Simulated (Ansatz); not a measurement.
# Single-point calculation of Si₃₂C₃₃ (charge +1) (part 2 of 2)

Continued. System: Si₃₂C₃₃ (defect cell, 65 atoms in the cell, total charge +1). Method: DFT, r2SCAN, PAW, plane waves (Ansatz 0.2.0); cutoff 500 eV, 1×1×1 k-mesh, Fermi–Dirac smearing of 0.01 eV. 

Output, continued
```
--- Forces (eV/Å), atoms counted from 1 ---
  atom   1  Si     0.00571035    -0.00222093    -0.00179901
  atom   2  Si    -0.00846868    -0.01260359     0.09402343
  atom   3  Si    -0.00710393     0.09764301    -0.00817163
  atom   4  Si     0.02905957    -0.00561543    -0.00915994
  atom   5  Si     0.03802189     0.02010620     0.02255163
  atom   6  Si     0.00240079     0.00611277     0.01288707
  atom   7  Si     0.00300257     0.01689004     0.00828917
  atom   8  Si     0.07908497     0.17887317     0.17753647
  atom   9  Si    -0.00095837     0.01495212    -0.00091749
  atom  10  Si    -0.00338532     0.01824669     0.07621903
  atom  11  Si    -0.02238989    -0.05185304     0.01144443
  atom  12  Si    -0.02449639     0.01014291    -0.01483251
  atom  13  Si    -0.01321236    -0.01244810     0.02454335
  atom  14  Si     0.00179490    -0.00509522     0.01371197
  atom  15  Si     0.01652901    -0.01680743     0.01648762
  atom  16  Si    -0.04477943    -0.14910227     0.16531952
  atom  17  Si    -0.00015037    -0.00326642     0.01449423
  atom  18  Si    -0.02321777     0.00862162    -0.05152253
  atom  19  Si    -0.00491864     0.07927779     0.01817944
  atom  20  Si    -0.02438960    -0.01143356     0.01174469
  atom  21  Si    -0.01097101     0.02287555    -0.01263536
  atom  22  Si     0.01686974     0.01545687    -0.01182256
  atom  23  Si     0.00238355     0.01641482    -0.00637475
  atom  24  Si    -0.04777292     0.16283423    -0.14460959
  atom  25  Si    -0.00192697     0.01367051     0.01134716
  atom  26  Si     0.02126122     0.00082854    -0.04491139
  atom  27  Si     0.02050165    -0.04496736     0.00215304
  atom  28  Si     0.02084778     0.01829752     0.02215545
  atom  29  Si     0.02328093    -0.00809409    -0.00703335
  atom  30  Si    -0.00529748     0.00035859    -0.01625417
  atom  31  Si    -0.00505188    -0.01822188    -0.00053950
  atom  32  Si     0.03521398    -0.19656507    -0.19735439
  atom  33  C     -0.00012880    -0.00526676    -0.00729284
  atom  34  C     -0.00126627    -0.00779845    -0.03227110
  atom  35  C     -0.00076764    -0.03357014    -0.00427837
  atom  36  C      0.00069190    -0.00515404    -0.00189105
  atom  37  C     -0.01050339    -0.00334056    -0.00184559
  atom  38  C     -0.00544403     0.00182157    -0.00413212
  atom  39  C     -0.00596388    -0.00514103     0.00245728
  atom  40  C      0.06974790     0.10756023     0.11367806
  atom  41  C     -0.01106883    -0.01346557    -0.00201751
  atom  42  C      0.00963820    -0.00518806    -0.09868514
  atom  43  C     -0.01108888     0.00526190    -0.00925796
  atom  44  C     -0.00930443     0.00857860     0.08321610
  atom  45  C      0.00849896    -0.01830209    -0.00425536
  atom  46  C     -0.00118413     0.00019639     0.06579689
  atom  47  C      0.00620360     0.00583556     0.00304924
  atom  48  C     -0.00838288     0.01330310    -0.09548869
  atom  49  C     -0.01035876    -0.00298811    -0.01303912
  atom  50  C     -0.01165874    -0.00944070     0.00389258
  atom  51  C      0.00399884    -0.10002257    -0.01161971
  atom  52  C     -0.00566879     0.07908640     0.00461027
  atom  53  C      0.00731866    -0.00205287    -0.01686033
  atom  54  C      0.00687249     0.00507279     0.00591212
  atom  55  C      0.00345600     0.06331369    -0.00501000
  atom  56  C     -0.00539687    -0.09437403     0.01472335
  atom  57  C     -0.00953547    -0.01034530    -0.00774689
  atom  58  C      0.00829948    -0.01027731     0.00104010
  atom  59  C      0.01012203     0.00091215    -0.00831463
  atom  60  C     -0.01227501    -0.00221254    -0.00016365
  atom  61  C     -0.05111383    -0.01328623    -0.01429901
  atom  62  C      0.02709250    -0.01203456     0.00113159
  atom  63  C      0.02305148     0.00848685    -0.01689148
  atom  64  C     -0.04098930     0.01800925     0.01468275
  atom  65  C     -0.04027706    -0.12658950    -0.13404319
  max |Σ_I F_I| component: 1.03e-4 eV/Å
--- Charged-cell corrections in eV (Makov–Payne, q = +1.000 e, ε = 9.700) ---
  F (periodic)     = -28778.649503  (uncorrected; the corrections below are reported, never added to it)
  E_corr1          = +0.241686  (monopole, q²α_M/2εL)
  F Makov-Payne    = -28778.407816  (F + E_corr1; no measured alignment; for a localised charge, not one spread in a band: unchecked)
--- Band table (eV) ---
  k-point 0 ↑: bands = ["-7.3893", "-6.2675", "-5.6386", "-5.6365", "-5.2800", "-4.8515", "-4.8505", "-4.6157", "-4.1596", "-4.0689", "-4.0602", "-3.7952", "-3.4587", "-3.4366", "-3.4073", "-3.3813", "-3.3667", "-3.1220", "-3.0543", "-3.0245", "-2.6957", "-2.4332", "-2.4313", "-2.3018", "-2.1396", "-2.1002", "-1.9327", "-1.8913", "-1.8625", "-1.8590", "-1.8453", "-1.8382", "-0.0181", "0.8975", "1.0331", "1.1687", "1.5416", "1.6285", "1.7058", "1.8116",
      "1.8347", "2.0083", "2.0341", "2.0474", "2.0837", "2.0974", "2.1091", "2.1343", "2.3835", "2.5044", "2.5662", "2.6396", "2.6450", "2.7019", "3.5651", "3.5886", "3.8414", "3.8748", "4.0690", "4.0792", "4.1282", "4.1455", "4.1848", "4.2139", "4.2744", "4.2988", "4.5206", "4.5305", "4.5857", "4.9161", "5.0412", "5.2407", "5.2512", "5.4328", "5.4630", "5.6837", "5.6885", "5.7179", "5.7577", "5.8334",
      "5.8384", "5.8619", "5.8924", "5.9166", "5.9495", "5.9755", "6.0040", "6.2753", "6.3089", "6.3818", "6.4112", "6.4600", "6.4879", "6.6932", "6.8305", "6.8511", "6.9256", "6.9737", "7.0168", "7.0816", "7.2363", "7.2396", "7.3639", "7.3844", "7.3885", "7.4250", "7.4277", "7.4487", "7.4971", "7.5185", "7.5288", "7.7828", "7.7848", "7.8513", "7.9512", "8.0158", "8.0591", "8.1571", "8.1629", "8.3763",
      "8.4298", "8.4337", "8.4625", "8.5810", "8.7874", "8.8378", "8.8545", "9.1856", "9.2092", "10.7188", "11.4020", "11.8676", "12.2903", "12.4603", "13.3216", "13.5439", "13.5778", "13.9801", "14.0696", "14.1760", "14.2694", "14.3714", "14.4066", "14.4237", "14.4991", "14.6207", "15.0324", "15.1756", "15.2136", "15.2924", "15.3334", "15.3391", "15.3619", "15.3657", "15.4485", "15.5134", "15.5209", "15.6743", "15.6959", "15.7736",
      "15.8845", "16.0617", "16.2419", "16.3939", "16.4805", "16.5163", "16.7704", "16.8359", "17.0699", "17.2330", "17.2704", "17.3374", "17.4160", "17.4421", "17.5144", "17.5160", "17.5872", "17.6276", "17.6509", "17.6753", "17.7253", "17.7311", "17.7397", "17.7794", "17.9099", "17.9200", "17.9775", "18.0314", "18.0477", "18.0810", "18.0844", "18.1653", "18.2096", "18.2436", "18.2492", "18.2860"]
  k-point 0 ↓: bands = ["-7.0586", "-6.2179", "-5.6278", "-5.6257", "-5.2456", "-4.8420", "-4.8389", "-4.5782", "-4.1424", "-4.0592", "-4.0483", "-3.7759", "-3.4467", "-3.4212", "-3.4002", "-3.3746", "-3.3591", "-3.1151", "-3.0461", "-3.0180", "-2.6747", "-2.4243", "-2.4188", "-2.2796", "-2.1254", "-2.0899", "-1.9258", "-1.8828", "-1.8570", "-1.8526", "-1.8401", "-1.8331", "0.2921", "0.9320", "1.0554", "1.2838", "1.6225", "1.6589", "1.7461", "1.8423",
      "1.8546", "2.0306", "2.0407", "2.0607", "2.0880", "2.1041", "2.1141", "2.1416", "2.4098", "2.5468", "2.5806", "2.6487", "2.6543", "2.7086", "3.6224", "3.6575", "3.8750", "3.9753", "4.0765", "4.0877", "4.1354", "4.1560", "4.2185", "4.2458", "4.3043", "4.3069", "4.5395", "4.5402", "4.6141", "4.9678", "5.0917", "5.2627", "5.2989", "5.4630", "5.5015", "5.6951", "5.7118", "5.7267", "5.7896", "5.8432",
      "5.8448", "5.8785", "5.9033", "5.9492", "5.9596", "5.9835", "6.0156", "6.2843", "6.3201", "6.4026", "6.4191", "6.4716", "6.5480", "6.7440", "6.8655", "6.9118", "6.9753", "6.9786", "7.0297", "7.1101", "7.2436", "7.2518", "7.3821", "7.3921", "7.3995", "7.4323", "7.4400", "7.4580", "7.5038", "7.5274", "7.5438", "7.7947", "7.7977", "7.8754", "7.9598", "8.0543", "8.0714", "8.1611", "8.2000", "8.3861",
      "8.4362", "8.4391", "8.4720", "8.6429", "8.7979", "8.8423", "8.8765", "9.1945", "9.2200", "11.4423", "11.8752", "12.1502", "12.3015", "12.6748", "13.3448", "13.5597", "13.6180", "14.0345", "14.0790", "14.1998", "14.2779", "14.3796", "14.4234", "14.4711", "14.5065", "14.6497", "15.0488", "15.1928", "15.2213", "15.3041", "15.3447", "15.3459", "15.3683", "15.3837", "15.4655", "15.5271", "15.5379", "15.6894", "15.7158", "15.7865",
      "15.8942", "16.0982", "16.2601", "16.4007", "16.4969", "16.5377", "16.7963", "16.8499", "17.1056", "17.2677", "17.2765", "17.3490", "17.4343", "17.4500", "17.5208", "17.5335", "17.6022", "17.6443", "17.6604", "17.6822", "17.7367", "17.7408", "17.7501", "17.7869", "17.9320", "17.9344", "17.9931", "18.0501", "18.0510", "18.0923", "18.1108", "18.1753", "18.2157", "18.2530", "18.2679", "18.3073"]
--- Löwdin populations: 65 sites ---
  site symbol       q [e]    m [muB]
     0     Si      2.8848     0.0009
     1     Si      2.8759     0.0064
     2     Si      2.8763     0.0063
     3     Si      2.8767     0.0017
     4     Si      2.8903     0.0054
     5     Si      2.8820     0.0023
     6     Si      2.8822     0.0024
     7     Si      2.8489     0.0394
     8     Si      2.8840     0.0008
     9     Si      2.8731    -0.0003
    10     Si      2.8766     0.0061
    11     Si      2.8732     0.0006
    12     Si      2.8895    -0.0001
    13     Si      2.8780    -0.0002
    14     Si      2.8796    -0.0008
    15     Si      2.8379    -0.0158
    16     Si      2.8841     0.0008
    17     Si      2.8765     0.0067
    18     Si      2.8736    -0.0005
    19     Si      2.8732     0.0006
    20     Si      2.8894    -0.0001
    21     Si      2.8795    -0.0009
    22     Si      2.8782    -0.0002
    23     Si      2.8383    -0.0149
    24     Si      2.8853     0.0002
    25     Si      2.8793     0.0103
    26     Si      2.8795     0.0098
    27     Si      2.8740     0.0011
    28     Si      2.8886    -0.0005
    29     Si      2.8829     0.0010
    30     Si      2.8831     0.0010
    31     Si      2.8470     0.0264
    32      C      5.0166     0.0006
    33      C      5.0322     0.0098
    34      C      5.0315     0.0088
    35      C      5.0114    -0.0006
    36      C      5.0122     0.0009
    37      C      5.0168     0.0000
    38      C      5.0167     0.0001
    39      C      4.3164     0.0262
    40      C      5.0151    -0.0001
    41      C      5.0068     0.0114
    42      C      5.0152    -0.0003
    43      C      5.0149     0.0050
    44      C      5.0150    -0.0005
    45      C      5.0137     0.0177
    46      C      5.0142    -0.0005
    47      C      5.0031     0.0212
    48      C      5.0152    -0.0002
    49      C      5.0154    -0.0002
    50      C      5.0059     0.0094
    51      C      5.0143     0.0038
    52      C      5.0152    -0.0005
    53      C      5.0143    -0.0005
    54      C      5.0131     0.0169
    55      C      5.0022     0.0196
    56      C      5.0163    -0.0001
    57      C      5.0180    -0.0000
    58      C      5.0180    -0.0001
    59      C      5.0186     0.0023
    60      C      5.0130    -0.0002
    61      C      5.0113     0.0007
    62      C      5.0113     0.0007
    63      C      5.0058     0.0068
    64      C      4.5278     0.7015
  spilling = 0.010391 (of n_electrons = 259.000000)
```

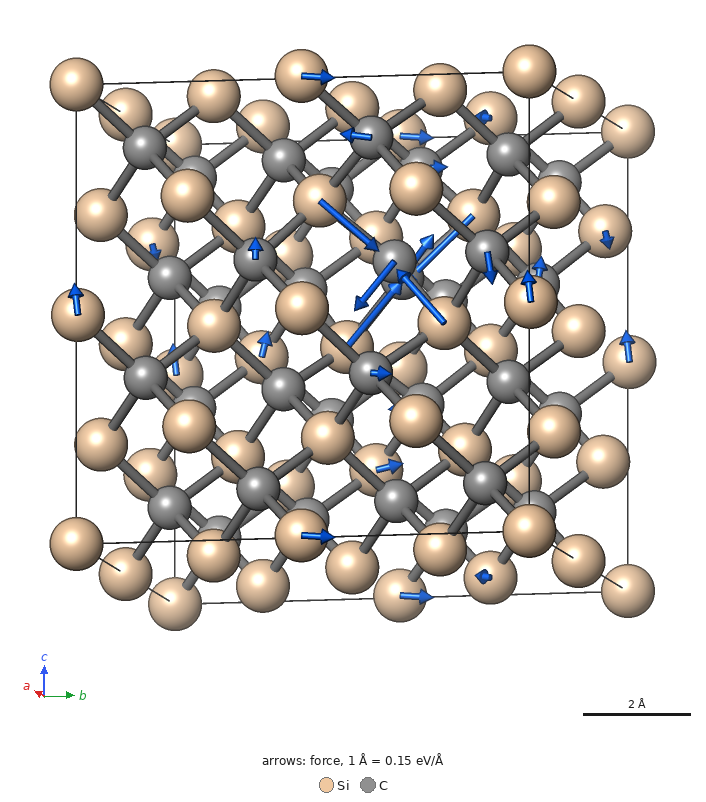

Forces on the atoms as blue arrows (ball-and-stick view of the cell of the calculation, seen at an oblique angle); the smallest are left out. The largest act on Si32 (0.28 eV/Å); Si8 (0.26 eV/Å); Si16 (0.23 eV/Å); Si24 (0.22 eV/Å), among others. Atoms are counted from 1 in the order of the input and aren't labelled in the picture. 

Summary

| quantity | value |
| --- | --- |
| outcome | converged |
| electrons treated | 259 |
| free energy | −28778.6495 eV |
| Fermi energy | 11.060 eV |
| net moment of the cell | 1.00 μB |
| largest force (length of the vector) | 0.281 eV/Å |
| hardware | 7 threads of Arm Neoverse-V2, shared host |
| wall time | 47 s (CPU time 5.1 min) |
| peak memory | 2.9 GiB |

Notes

Warnings of the run: the state was not tested for a lower one. The k-point mesh is coarse for a cell of this size, so the results may not be converged.
